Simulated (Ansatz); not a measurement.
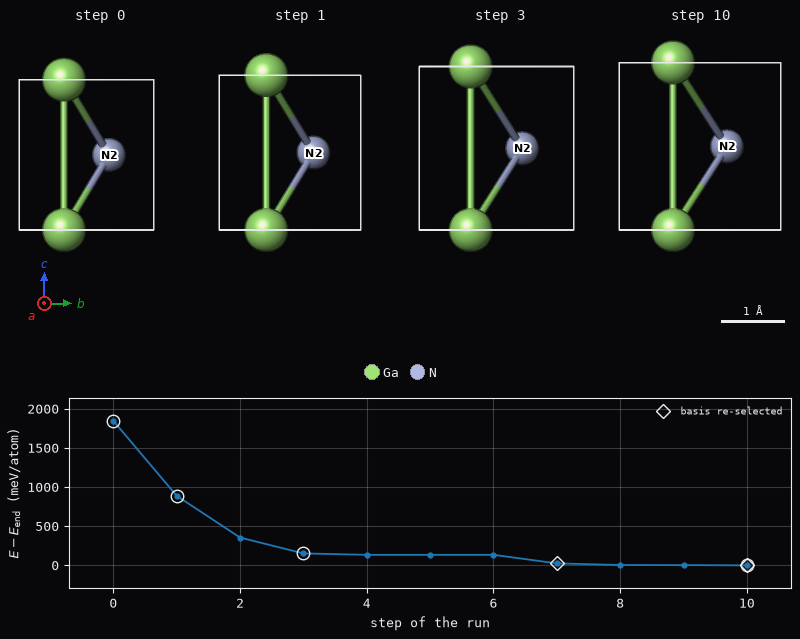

Frames of a relaxation of solid GaN (a generated structure, set up in P-6m2) (coarse preliminary run), marked on the history of the run. The picture is a ball-and-stick view of the cell of the calculation, seen along the a axis.

Case: V → Ga on all its sites, cell and atoms relaxed.

Level of theory: Ansatz, DFT PBE, scalar-relativistic, plane waves, PAW.

Input
```yaml
crystal:
  lattice:
    - [2.4887843092, 0.0, 0.0]
    - [-1.2443921546, 2.1553504363, 0.0]
    - [0.0, 0.0, 2.4033883778]
  atoms:
    - { symbol: Ga, position: [0.6666666667, 0.3333333333, 0.0] }
    - { symbol: "N", position: [0.3333333333, 0.6666666667, 0.5] }
basis:
  ecutwfc: 420
kpoints:
  mp_grid: { grid: [12, 12, 8] }
hamiltonian:
  xc: pbe
scf:
  occupations: { method: gaussian, width: 0.1 }
output:
  forces: true
  stress: true
  eigenvalues: true
relax:
  adjacent_minimum: "off"
  f_tol: 0.05
  max_steps: 60
  cell: { stress_tol: 0.5 }
```

Run as
```bash
ansatz run input.yaml --threads 1 --pin off --max-ram 2560MiB --backend cpu --events-out ev --progress --plain --runs-dir out
```

**Describe the path.**

No atom moves by more than 0.005 Å relative to the cell. Cell: a = b 2.489 → 2.987 Å (+20.0 %), c 2.403 → 2.681 Å (+11.5 %). Volume +60.6 %. Some distances before and after: Ga1–Ga1 2.489 → 2.987 Å, Ga1–N2 1.873 → 2.184 Å, Ga1–Ga1 (another image) 2.403 → 2.681 Å. Bond angles that change, for instance: Ga1–N2–Ga1 79.8° → 75.7°, Ga1–N2–Ga1 83.3° → 86.3°. The space group stays P-6m2 (No. 187). Over 8 accepted moves (10 points after the start) the energy falls by 1847 meV per atom. All forces vanish by symmetry, so only the cell relaxes. The pressure goes from 231.13 to −0.24 GPa. At 2 points the geometry stayed and the basis and grid were re-selected for the new cell (energy shift of 109 meV per atom at most each time). From step 0 to 1: volume +13.7 %, energy −958 meV per atom. From step 1 to 3: volume +26.2 %, energy −736 meV per atom. From step 3 to 10: volume +12.0 %, energy −153 meV per atom.

| step | E − E(0), meV/atom | pressure, GPa | volume, Å³/atom | note |
| --- | --- | --- | --- | --- |
| 0 | 0.00 | 231.13 | 6.446 |  |
| 1 | -958.37 | 125.36 | 7.327 |  |
| 2 | -1491.59 | 56.19 | 8.298 |  |
| 3 | -1694.10 | 14.61 | 9.245 |  |
| 4 | -1712.05 | 1.68 | 9.631 |  |
| 5 | -1712.16 | 0.09 | 9.683 |  |
| 6 | -1712.17 | -0.01 | 9.686 |  |
| 7 | -1821.42 | 12.41 | 9.686 | same geometry, new basis |
| 8 | -1842.37 | 3.49 | 10.131 |  |
| 9 | -1843.68 | -0.18 | 10.354 |  |
| 10 | -1846.67 | -0.24 | 10.354 | same geometry, new basis |
